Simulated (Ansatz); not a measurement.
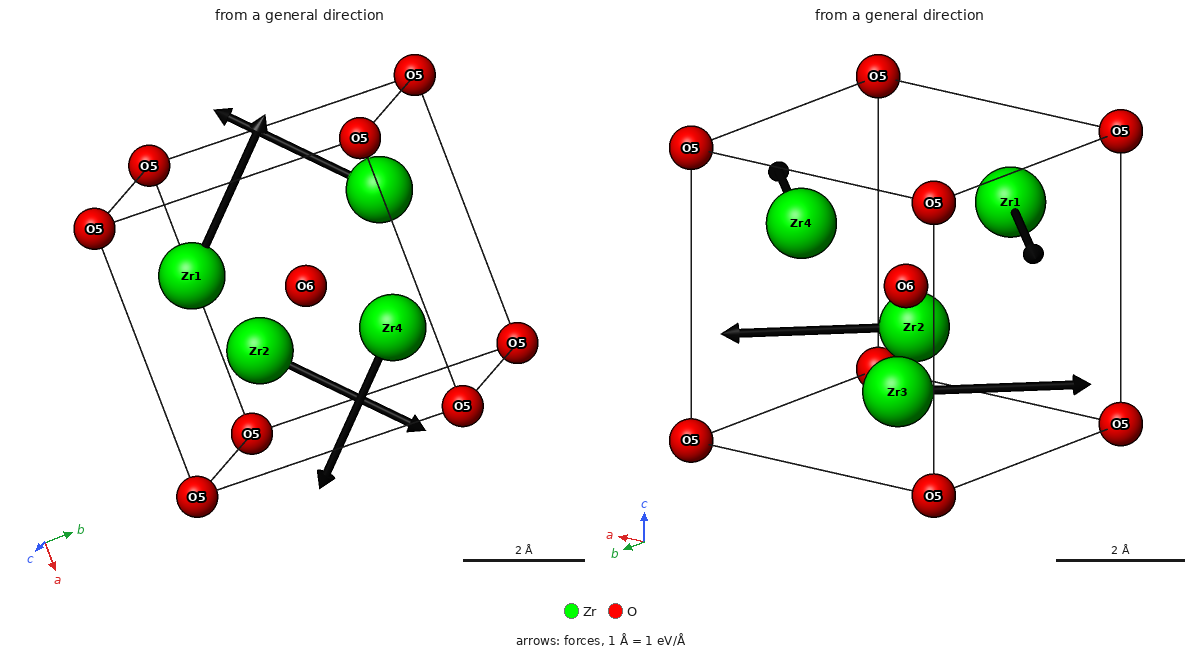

An orthographic spheres-only view of the structure, from two general directions. Atoms at the boundary of the simulation cell (the box) are drawn once for each face, edge or corner they touch. The arrows are the computed forces on the atoms.

System: Zr₂O. Electronic-structure method: DFT PBEsol, scalar-relativistic, plane waves, PAW in Ansatz 0.2.0. Parameters: a kinetic-energy cutoff of 420 eV, the zone sampled with 10×10×10 points, Gaussian smearing of 0.15 eV, no spin polarisation.

**Are the atoms in equilibrium?**

No. The atoms still feel forces of up to about 2.5 eV/Å, far above a usual threshold of 0.01 to 0.03 eV/Å.

**Find the atom with the largest force.**

All Zr atoms, about 2.5 eV/Å.

It goes back to a structure listed in the Materials Project. The cell was then strained or its atoms displaced on purpose. A calculation with Ansatz used it as input.
